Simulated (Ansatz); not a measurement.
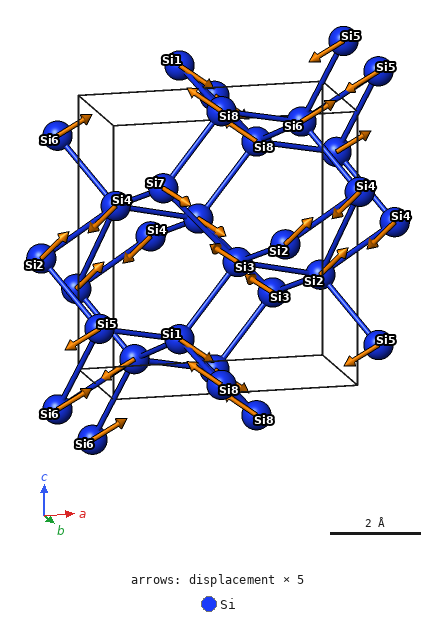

This is a relaxation of crystalline Si (a generated structure, set up in Pcca) (coarse preliminary run). The starting structure is drawn; orange arrows show the displacements (the part carried along by the change of the cell is left out), 5 times their true length.

The picture is a ball-and-stick view of the cell of the calculation, seen from a free direction.

The calculation used DFT PBE, scalar-relativistic, plane waves, PAW in Ansatz. Set-up: plane-wave cutoff 420 eV; k-point mesh 4 × 6 × 4; occupations gaussian; smearing width 0.1 eV; no spin polarisation; cell and atoms relaxed; force threshold 0.04 eV/Å; at most 70 steps.

What did the optimiser do to the structure, and how much energy did it gain?

Over 6 accepted moves (7 points after the start) the energy falls by 683 meV per atom. Largest force component: 2.8 eV/Å at the start, 0.038 eV/Å at the end. Pressure: 47.88 GPa at the start and 0.32 GPa at the end. The SCF was repeated once at an unchanged geometry on a basis and grid sized afresh for the cell, which shifted the energy by 3.0 meV per atom at most. The largest moves relative to the cell, 0.19 Å, are those of 8 atoms (Si1, Si2, Si3, Si4 and others). Si2 goes along [3 −2 2]. The volume changes by +28.7 %, with a 5.620 → 6.200 Å (+10.3 %), b 3.113 → 3.316 Å (+6.5 %), c 6.261 → 6.856 Å (+9.5 %). Among the contacts that change: Si1–Si5 2.060 → 2.533 Å, Si1–Si5 (another image) 2.226 → 2.533 Å, Si1–Si3 2.153 → 2.371 Å, Si1–Si8 2.583 → 2.458 Å. Bond angles that change, for instance: Si7–Si4–Si7 93.1° → 81.8°, Si2–Si4–Si2 76.5° → 84.8°, Si2–Si4–Si6 97.0° → 104.1°. The space group (tolerance 0.01 Å) goes from Pcca (No. 54) to Cmce (No. 64).
